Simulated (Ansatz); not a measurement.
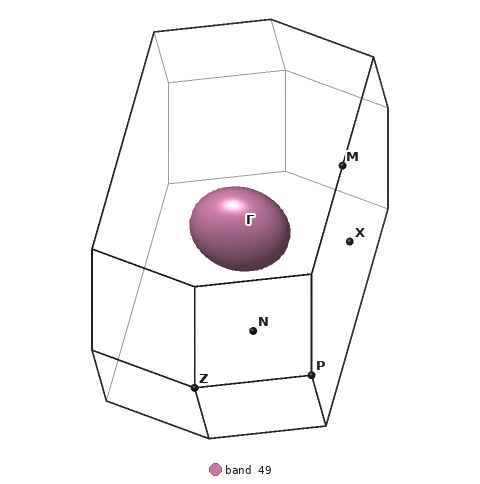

Constant-energy surfaces of TiO$_{2}$ (space group I4/m, No. 87), 0.20 eV above the conduction-band minimum (one colour a band).

All numbers here come from DFT PBE, scalar-relativistic, plane waves, PAW; levels and slopes on a dense k mesh at the converged density in Ansatz 0.2.0. No spin polarisation. The levels come from a k mesh of 16×16×16 points. Cell and positions as given, without relaxation (residual pressure 3 GPa). The cell comes from a database of computed structures, not from a measurement.

Masses come from a second pass at points close to the extrema; at the energies drawn a band may no longer be parabolic.

Where are the valleys, how many are there, and what are their masses?

Band 49 forms the conduction edge. Within this energy: one minimum at Γ, principal masses 0.39, 0.99 and 0.99 mₑ. Further from the edge, not drawn: four equivalent minima on the X–P line, 0.97 eV above the edge, principal masses 0.89, 1.96 and 6.38 mₑ.

The mesh is coarse (steps of 0.11 Å⁻¹).
